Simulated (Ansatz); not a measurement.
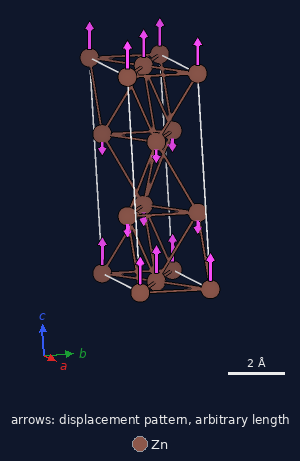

Normal modes of crystalline Zn at 0.98 times its rest volume, space group C2/m (No. 12), at the zone centre. The optical levels lie at 56, 57, 59, 59, 107, 114 cm⁻¹. One mode is drawn. The pink arrows give the relative displacements of the atoms. A ball-and-stick model of the conventional cell (2 times the calculation's cell), seen slightly off an axis. Lengths and directions refer to the drawn axes.

Method: DFT PBE, scalar-relativistic, plane waves, PAW in Ansatz. (plane-wave cutoff 420 eV; k-point mesh 18 × 18 × 6; occupations fermi dirac; smearing width 0.15 eV; no spin polarisation)

The frequencies depend somewhat on the k-mesh and the smearing.

Question: To which level does it belong?

Answer: The level at 107 cm⁻¹. This is the B_u mode, optical level 5 of 6, counted from below, infrared-active by symmetry. The Zn (2a) sublattice moves against the Zn (4i) sublattice, along [1 0 3]. The crystal is a metal, so free carriers screen the infrared response.
